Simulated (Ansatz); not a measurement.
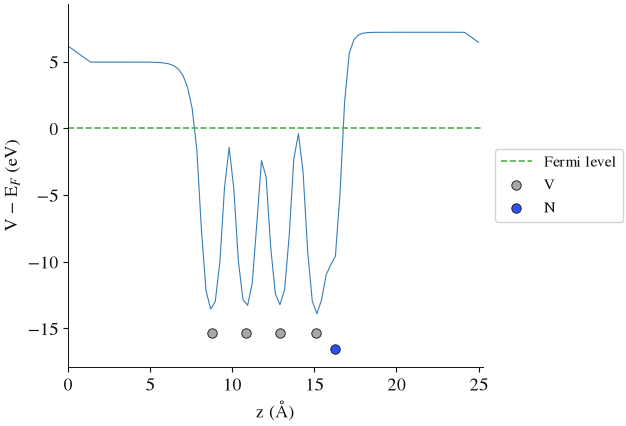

Plane-averaged electrostatic potential energy of an electron across the slab; circles at the bottom mark the heights of the atoms (positions after relaxation).

Calculation on a (110) slab cut from V (Im-3m), of composition V₄N (not the bulk's), ended by V planes, 5 atoms in the cell.

Method: DFT PBEsol, scalar-relativistic, plane waves, PAW, no spin polarisation, 12×12×1 k mesh, 420 eV cutoff (Ansatz).

### Read off the work function of each face.

The work function is 7.20 eV at the right face and 4.96 eV at the left.

### Do the two faces differ, and what does that say about the slab's dipole?

The vacuum level is 2.24 eV higher at the right than at the left, so the slab carries a dipole along its normal; the ramp in the vacuum, at or near the edge of the plot, is the dipole correction that keeps each side flat. Some atoms were held fixed in the relaxation, which can itself make the faces differ.

### How thick are slab and vacuum?

The outermost atoms are 7.5 Å apart, which leaves 17.8 Å of vacuum in a cell 25.3 Å high.

The run has no spin polarisation, so a magnetic state may lie lower.
